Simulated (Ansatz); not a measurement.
Input file:

```
crystal:
  lattice:
    - [2.504348873, 0.0, 0.0]
    - [-1.2521744365, 2.1688297439, 0.0]
    - [0.0, 0.0, 25.5286415822]
  atoms:
    - { symbol: B, position: [0.6666666667, 0.3333333333, 0.293787665] }
    - { symbol: "N", position: [0.3333333333, 0.6666666667, 0.293787665] }
    - { symbol: B, position: [0.3333333333, 0.6666666667, 0.431262555] }
    - { symbol: "N", position: [0.6666666667, 0.3333333333, 0.431262555] }
    - { symbol: B, position: [0.6666666667, 0.3333333333, 0.568737445] }
    - { symbol: "N", position: [0.3333333333, 0.6666666667, 0.568737445] }
    - { symbol: B, position: [0.3333333333, 0.6666666667, 0.706212335] }
    - { symbol: "N", position: [0.6666666667, 0.3333333333, 0.706212335] }
basis:
  ecutwfc: 420
kpoints:
  mp_grid: { grid: [12, 12, 1] }
hamiltonian:
  xc: pbesol
scf:
  occupations: { method: gaussian, width: 0.05 }
output:
  forces: true
  stress: true
  eigenvalues: true
  write_density: true
  write_potential: true
  elf: true
  volumetric_format: npy
efield:
  axis: 3
  dipole_correction: true
  ramp_width: 0.04
```

Run with:

```sh
ansatz run input.yaml --threads 1 --pin off --max-ram 2560MiB --backend cpu --events-out ev --progress --plain --runs-dir out
```

Theory: DFT PBEsol, scalar-relativistic, plane waves, PAW in Ansatz.

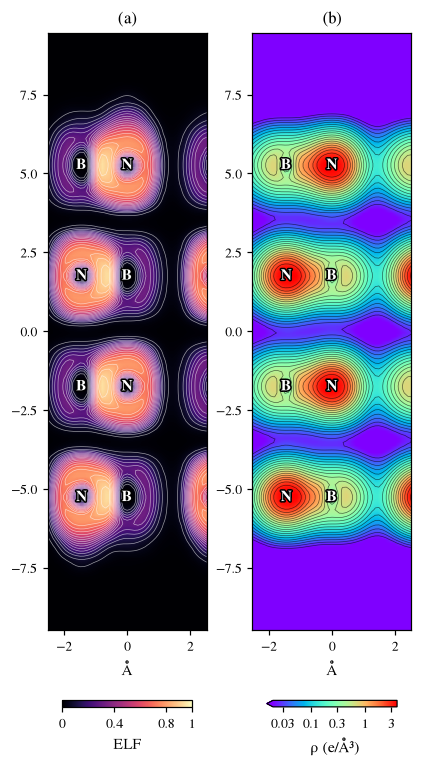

BN (slab). (a) ELF; (b) valence charge density (pseudo) on the (110) plane of the calculation cell, a cut from vacuum to vacuum.

The density is the valence pseudo-density of a PAW calculation; it isn't the true density close to the nuclei.

**Interpret the plot.**

- The section cuts through B and N sites.
- B–N (1.45 Å): ρ at the midpoint is about 1.8 e/Å³; the ELF peaks at about 0.95 between the atoms: a shared but strongly polarised pair.
- The density dies away to nearly zero in the vacuum.

**Metal or insulator at this level of theory?**

It is gapped, with a Kohn–Sham gap of 4.3 eV on the k-point mesh (the band edges may lie off the mesh, which would make the gap smaller).
